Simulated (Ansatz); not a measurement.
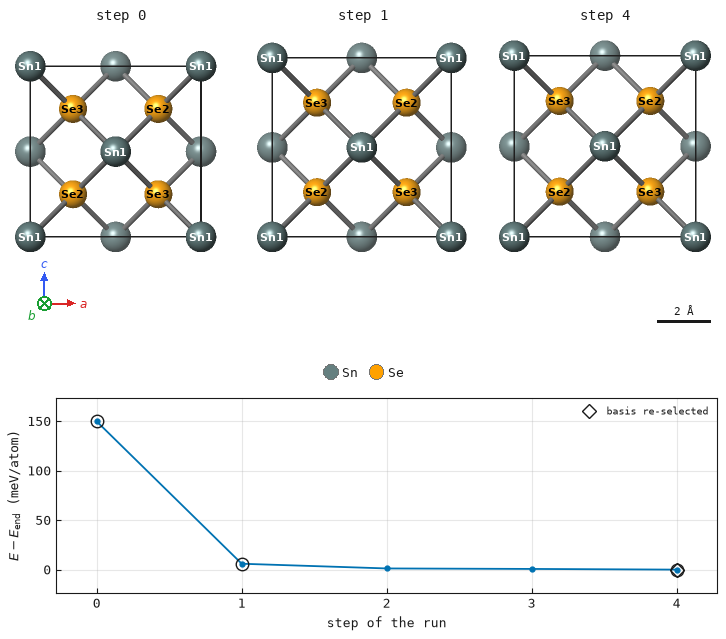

Frames of a relaxation of solid SnSe₂ (built on the fluorite type), marked on the history of the run. The picture is a ball-and-stick view of the conventional cell (4 times the calculation's cell), seen along the b axis. Lengths and directions refer to the drawn axes.

All numbers below come from DFT, PBE, plane waves, PAW in Ansatz 0.2.0. Set-up: plane-wave cutoff 420 eV; k-point mesh 6 × 6 × 6; occupations fermi dirac; smearing width 0.02 eV; no spin polarisation; cell and atoms relaxed; force threshold 0.005 eV/Å.

Describe the path.

No atom moves by more than 0.005 Å relative to the cell. Cell: a = b = c 6.488 → 6.891 Å (+6.2 %). Volume +19.8 %. Near-neighbour distances that change, for instance: Sn1–Se2 2.809 → 2.984 Å. The space group stays Fm-3m (No. 225). The energy falls by 150 meV per atom in 3 accepted moves (4 points after the start). All forces vanish by symmetry, so only the cell relaxes. Pressure: 12.87 GPa at the start and −0.03 GPa at the end. The SCF was repeated once at an unchanged geometry on a basis and grid sized afresh for the cell, which shifted the energy by 0.7 meV per atom at most. From step 0 to 1: volume +15.3 %, energy −144 meV per atom. From step 1 to 4: volume +3.9 %, energy −5.9 meV per atom.

```tsv
step	E − E(0), meV/atom	pressure, GPa	volume, Å³/atom	note
0	0.00	12.87	22.758	
1	-143.78	1.81	26.252	
2	-148.53	0.55	26.926	
3	-149.03	-0.02	27.270	
4	-149.72	-0.03	27.270	same geometry, new basis
```
